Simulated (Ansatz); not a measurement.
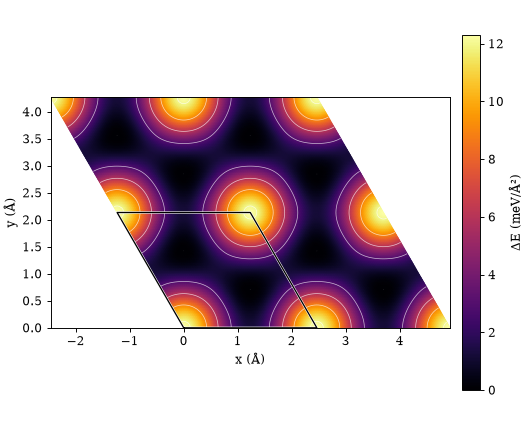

A bilayer of two C sheets of the honeycomb type (4 atoms in the cell). 
- The upper layer of a bilayer is slid over the lower one; relaxed at each slide: nothing; the origin of the map has C3 above C1; the distance between the facing planes is held at 3.06 Å.
- Places are given modulo a cell vector. The map is drawn in real space over the plane of the slide.
- Grid: 6 × 6 points; 7 points were computed and 29 follow by symmetry.
- Energies: meV/Å², counted from the lowest grid point.
- At a held distance the lowest stacking need not be the one that binds best once the distance relaxes.
- The calculation used DFT PBE+D3(BJ), scalar-relativistic, plane waves, PAW (Ansatz 0.2.0). Settings: cutoff 420 eV, k-mesh 15×15×1, gaussian smearing 0.1 eV, no spin polarisation.

The picture shows a smooth colour map with a few white contour lines, the outline of one cell of the 2 × 2 shown. Between grid points the surface is interpolated.

The lowest grid point is at (2/6, 4/6) of the cell vectors; the map holds 2 wells of about this depth. It is the only kind of minimum in the scanned range. The highest grid point, (0/6, 0/6) of the cell vectors, lies 12.3 meV/Å² above the lowest. On the interpolated surface the easiest way out of the lowest well to a well of about the same depth near (4/6, 2/6) of the cell vectors passes a barrier of about 1.2 meV/Å². Facing atoms of the upper layer at the lowest point: C above C, C above a hollow; at the highest: C above C.

The upper layer is now turned by 180 degrees about the normal; all else is set up alike.

> What does this change do to the map?

The minimum (interpolated where it lies between grid points) moves from (2/6, 4/6) of the cell vectors to (0/6, 0/6) of the cell vectors. The span from the lowest to the highest grid point stays at about 12 meV/Å². The easiest pass out of the lowest well stays at about 1.2 meV/Å². In the new map: facing atoms of the upper layer at the lowest point: C above C, C above a hollow; at the highest: C above C.

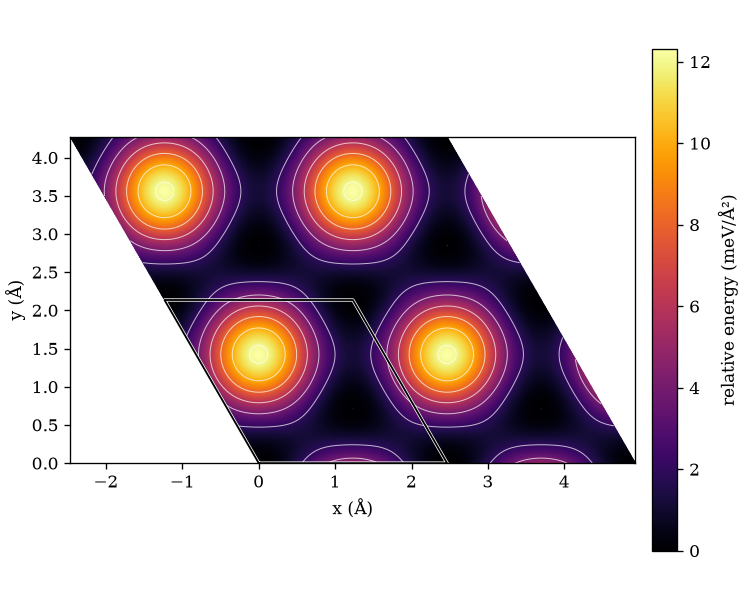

The map after the change, on a colour scale of its own. Drawn: a smooth colour map with a few white contour lines, the outline of one cell of the 2 × 2 shown. Between grid points the surface is interpolated.
